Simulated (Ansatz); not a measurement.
Si16O33 (cell with a defect), 49 atoms, a = 10.10 Å, b = 10.10 Å, c = 10.10 Å, α = 90.72°, β = 119.58°, γ = 119.58°.

Theory: DFT PBE, scalar-relativistic, plane waves, PAW in Ansatz 0.2.0.

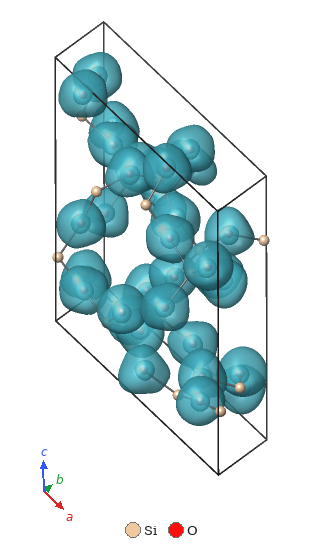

Si16O33 (cell with a defect). Isosurface of the electron localisation function at 0.7 (cyan), seen slightly off an axis. Core shells and regions of very low density are left out. Sticks mark near contacts.

> Identify the bonds, lone pairs and shells in this picture.

The ELF exceeds this value in 33 regions on O in which the atom's valence shell and bonds are merged, counted in one cell of 49 atoms. Any copies at cell faces, edges or corners count once. Along the contacts the grid gives the following. O–O (1.49 Å): the ELF peaks at about 0.70 between the atoms. Si–O (1.61 Å): the ELF peaks at about 0.85 between the atoms, as expected for a polar covalent bond.

> Metal or insulator at this level of theory?

It is gapped, with a Kohn–Sham gap of 4.7 eV on the k-point mesh (the band edges may lie off the mesh, which would make the gap smaller).
